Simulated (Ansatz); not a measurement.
System: Sm, space group Fm-3m (No. 225) (one of a set of cubic test structures, which need not be the stable phase).

One of the inputs:
```
crystal:
  lattice:
    - [0.0, 2.266346727719, 2.266346727719]
    - [2.266346727719, 0.0, 2.266346727719]
    - [2.266346727719, 2.266346727719, 0.0]
  atoms:
    - { symbol: Sm, position: [0, 0, 0] }
kpoints:
  mp_grid: { grid: [42, 42, 42] }
hamiltonian:
  xc: pbe
  pseudopotentials: { kind: paw }
scf:
  occupations: { method: fermi_dirac, width: 0.061225619053 }
output:
  forces: true
  stress: true
```

Launched with:
```bash
ansatz run input.yaml --threads 2
```

Method: equation of state of a cubic crystal from periodic Kohn-Sham density functional theory without spin, third-order Birch-Murnaghan fit to the free energies; pressure corrected for the finite basis (Ansatz 0.2.0 development build). Level: PBE.

```
                setting                   value
         structure type                     fcc
          atoms in cell                       1
     space group number                     225
       lattice centring  face-centred primitive
                 k mesh                42×42×42
      occupation method             Fermi–Dirac
       occupation width              0.06123 eV
            wave cutoff                  420 eV
               datasets              soft-1 PAW
      density tolerance                1e-07 eV
                  bands                      16
   density cutoff ratio                       4
search for lower states                 default
```

Predict the energy above the lowest point and pressure against volume. The volume takes the values 22.37, 22.82, 23.28, 23.74, 24.19 Å³/atom.

A third-order Birch–Murnaghan fit gives V0 = 22.90 Å³/atom, B0 = 23.7 GPa and B′ = 4.8. The energy above the lowest point is 0.930 meV/atom at volume 22.37 Å³/atom and 4.859 meV/atom at 24.19 Å³/atom; the lowest computed point is at volume 22.82 Å³/atom (0.000 meV/atom). The pressure falls from 0.590 GPa at volume 22.37 Å³/atom to −1.145 GPa at 24.19 Å³/atom, and changes sign near 22.90 Å³/atom.

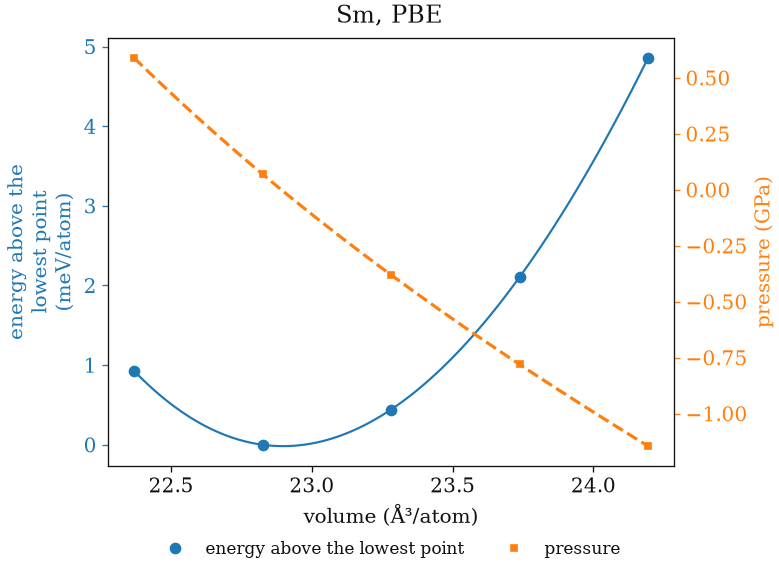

Keep in mind: cubic model structure, not the ambient form; open f shell treated without spin.
